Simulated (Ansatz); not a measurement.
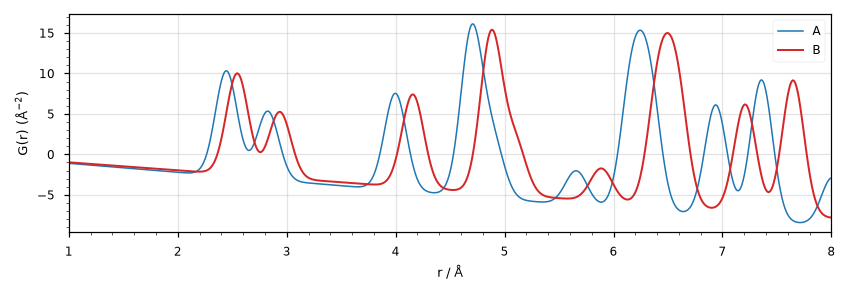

Computed X-ray G(r), with each pair weighted by the product of the atomic numbers (X-ray weights at Q = 0) and a uniform peak width σ = 0.10 Å. Both curves are of Cu in space group Im-3m, for two cells of different size. A: coordinates from a relaxation with Ansatz 0.2.0, DFT, PBEsol, plane waves (420 eV) with PAW, scalar-relativistic; the starting structure was generated, so it need not be a known form of this composition; B: coordinates from a relaxation with DFT, BLYP, plane waves (420 eV) with PAW, scalar-relativistic (Ansatz 0.2.0); the starting structure was generated, so it need not be a known form of this composition.

Which cell is the larger, and by how much?

Answer. Cell B is larger: the volume of B is 12.4 % above that of A (11.35 and 12.76 Å³ per atom), a mean linear change of 4.0 %. The shortest distance is 2.452 Å in A and 2.549 Å in B.

Give both cells.

Answer. Cell A: a = 2.832 Å, b = 2.832 Å, c = 2.832 Å, α = 90.00°, β = 90.00°, γ = 90.00°
Cell B: a = 2.944 Å, b = 2.944 Å, c = 2.944 Å, α = 90.00°, β = 90.00°, γ = 90.00°
